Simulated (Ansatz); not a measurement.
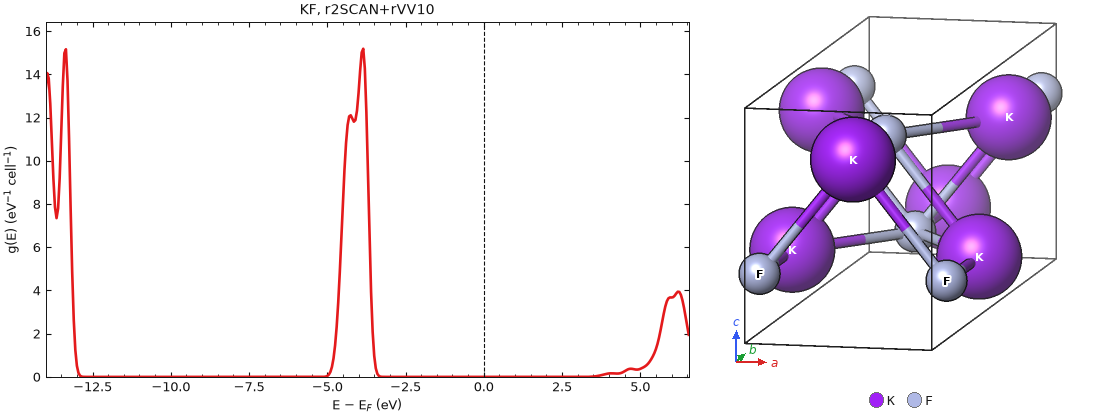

Density of states, beside the structure. Energies are counted from the Fermi level. The curve is built from the levels of the k mesh with Gaussians 0.3 eV wide, which also blur the band edges.

Input of the run:

```
crystal:
  lattice:
    - [1.6609488103, -4.9346239315, 0.0]
    - [1.6609488103, 4.9346239315, 0.0]
    - [0.0, 0.0, 4.1356787323]
  atoms:
    - { symbol: K, position: [0.3815971007, 0.6184028993, 0.75] }
    - { symbol: K, position: [0.6184028993, 0.3815971007, 0.25] }
    - { symbol: F, position: [0.8813960563, 0.1186039437, 0.25] }
    - { symbol: F, position: [0.1186039437, 0.8813960563, 0.75] }
kpoints:
  mp_grid: { grid: [10, 10, 8] }
  band_path:
    path:
      - [0.0, 0.0, 0.0]
      - [-0.5, 0.5, 0.0]
      - [-0.2783233346, 0.7216766654, 0.0]
      - [0.2783233346, 0.2783233346, 0.0]
      - [0.0, 0.0, 0.5]
      - [0.2783233346, 0.2783233346, 0.5]
      - [-0.2783233346, 0.7216766654, 0.5]
      - [-0.5, 0.5, 0.5]
      - [0.0, 0.5, 0.0]
    npoints: 1
hamiltonian:
  xc: r2scan
  dispersion: rvv10
scf:
  occupations: { method: fermi_dirac, width: 0.03 }
  n_extra_bands: 5
output:
  forces: true
  stress: true
  eigenvalues: true
```

Run as:
```bash
ansatz run input.yaml --threads 2 --pin off --max-ram 20275MiB --backend cpu --events-out ev --progress --plain --runs-dir out
```

> Metal or insulator, going by the density of states?

There is a gap; over the k points computed it is 7.22 eV.

> How wide is the upper valence band?

The upper group of valence states starts about 1.1 eV under the valence-band top (which lies at −3.7 eV on this axis), with a gap beneath it; it holds about 12 electrons a cell.
